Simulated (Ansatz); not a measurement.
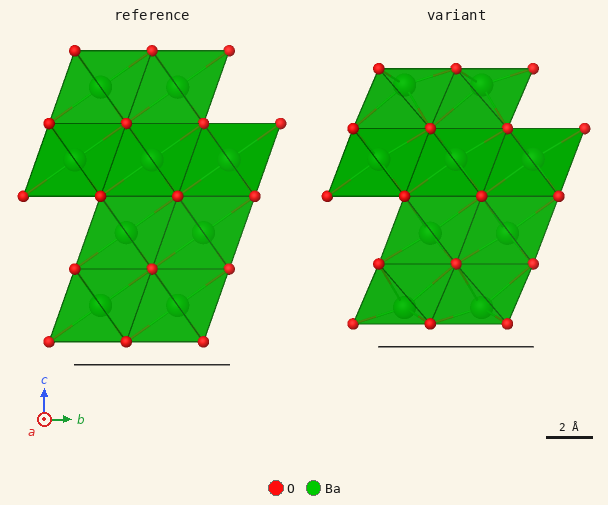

Left: a (1 1 1) slab of BaO as cut from the relaxed bulk. Right: the same structure after one change, at the same scale. Style: polyhedral. Shown: the 1 × 2 repeat of the cell, outlined in the plane, without the vacuum, along the a axis.

All numbers below come from Ansatz, DFT PBEsol, scalar-relativistic, plane waves, PAW. Set-up: plane-wave cutoff 420 eV; occupations gaussian; no spin polarisation. The k-mesh is chosen for each cell (8×8×8, 9×9×1). Smearing widths differ between the runs.

The atoms of the slab are relaxed at the bulk's in-plane cell.

What does the change do?

Answer. The slab isn't stoichiometric; relaxing it gains 1.322 J/m². The top spacing, between the O and Ba planes, goes from 1.58 to 0.71 Å (−55.0 %), the bottom one (O to Ba) from 1.58 to 0.71 Å (−55.0 %). The work function of the top face goes from 8.49 to 6.09 eV. The cell doesn't change. The largest moves relative to the layer's centre, 0.78 Å, are those of O atoms. Largest moves by element: O 0.78 Å, Ba 0.09 Å. Some distances before and after: Ba–O 2.745 → 2.352 to 2.937 Å.
